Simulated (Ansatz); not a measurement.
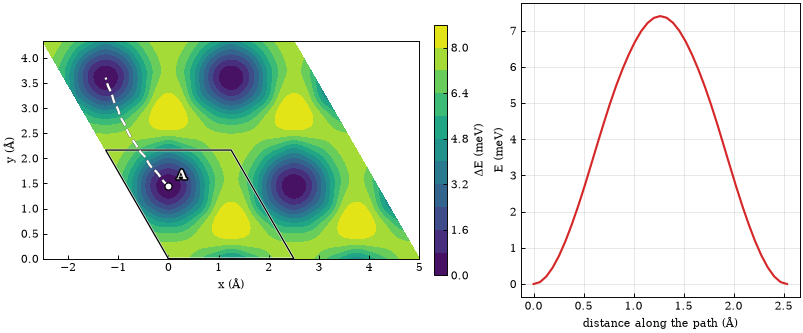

H on a C(001) slab cut from the P6_3/mmc phase, its upper half relaxed before the scan (32 atoms of substrate and one adsorbate in a 2 × 2 cell). 
- H is moved over the surface cell at a fixed height above a rigid substrate; the origin of the map has the adsorbate above C25; the height is held at 2.80 Å.
- Places are given modulo a cell vector. The map is drawn in real space over the plane of the surface.
- Grid: 6 × 6 points; 10 points were computed and 26 follow by symmetry.
- Places are given in fractions of the 1 × 1 surface cell.
- Energies are in meV, from the lowest grid point.
- At a fixed height the lowest place need not be the adsorption site.
- Theory: DFT PBE+D3(BJ), scalar-relativistic, plane waves, PAW in Ansatz. Settings: cutoff 420 eV, k-mesh 6×6×1, gaussian smearing 0.05 eV, spin-polarised.

The picture shows filled contours, a line along the lowest path, the outline of one cell of the 2 × 2 shown, the energy along the path at the right, the start A. Between grid points the surface is interpolated.

> Describe the path and its barrier.

The easiest path leads from the well at a sixfold hollow, (2/6, 4/6) of the cell vectors to its copy one period on. Its highest point lies about 7.4 meV above the bottom of the first well on the interpolated surface, at about (0.26, 0.13) of the cell vectors. This is the barrier on the constrained surface; relaxing the other coordinates would change it.

PAW datasets: the set soft_1.
